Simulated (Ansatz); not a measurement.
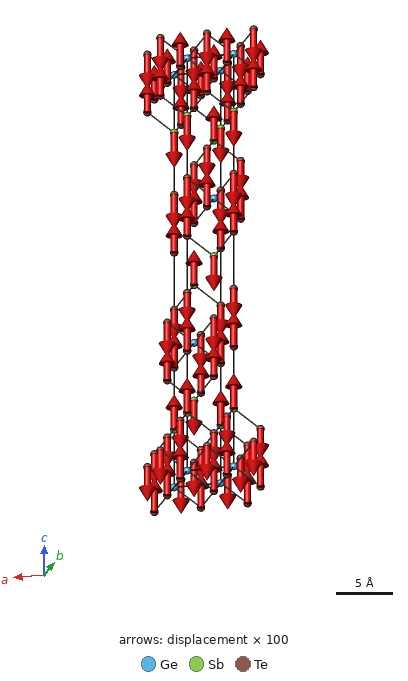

A relaxation of crystalline GeSb₂Te₄ (set up in R-3m). The starting structure is drawn; red arrows show the displacements (the part carried along by the change of the cell is left out), 100 times their true length.

A ball-and-stick model of the conventional cell (3 times the calculation's cell), seen from a free direction. Lengths and directions refer to the drawn axes.

Level of theory: Ansatz 0.2.0, DFT PBEsol, scalar-relativistic, plane waves, PAW.

Input file:
```yaml
crystal:
  lattice:
    - [2.1592890373, 1.246666107, 13.2280394098]
    - [-2.1592890373, 1.246666107, 13.2280394098]
    - [0.0, -2.4933322139, 13.2280394098]
  atoms:
    - { symbol: Ge, position: [0.0, 0.0, 0.0] }
    - { symbol: Sb, position: [0.140589, 0.140589, 0.140589] }
    - { symbol: Sb, position: [0.859411, 0.859411, 0.859411] }
    - { symbol: Te, position: [0.430317, 0.430317, 0.430317] }
    - { symbol: Te, position: [0.569683, 0.569683, 0.569683] }
    - { symbol: Te, position: [0.291028, 0.291028, 0.291028] }
    - { symbol: Te, position: [0.708972, 0.708972, 0.708972] }
basis:
  ecutwfc: 420
kpoints:
  mp_grid: { grid: [12, 12, 12] }
hamiltonian:
  xc: pbesol
scf:
  occupations: { method: gaussian, width: 0.1 }
output:
  forces: true
  stress: true
  eigenvalues: true
  write_density: true
  write_potential: true
  elf: true
  volumetric_format: npy
relax:
  adjacent_minimum: "off"
  f_tol: 0.005
  max_steps: 80
  cell: { stress_tol: 0.05 }
```

Run as
```bash
ansatz run input.yaml --threads 2 --pin off --max-ram 5120MiB --backend cpu --events-out ev --progress --plain --runs-dir out
```

**What happened in the run?**

The energy falls by 15.3 meV per atom in 4 accepted moves (5 points after the start). Largest force component: 0.14 eV/Å at the start, 0.0024 eV/Å at the end. The pressure goes from −2.62 to 0.00 GPa. The SCF was repeated once at an unchanged geometry on a basis and grid sized afresh for the cell, which shifted the energy by 0.3 meV per atom at most. The largest moves relative to the cell, 0.034 Å, are those of Sb2, Sb3, Te6 and Te7. Sb2 goes along +c. By element the largest moves are Sb 0.034 Å, Te 0.033 Å. Ge stays in place. Cell: a = b 4.319 → 4.244 Å (−1.7 %), c 39.684 → 38.837 Å (−2.1 %). Volume −5.5 %. Among the contacts that change: Ge1–Te6 3.006 → 2.932 Å, Sb2–Te4 3.035 → 3.015 Å. The space group stays R-3m (No. 166).
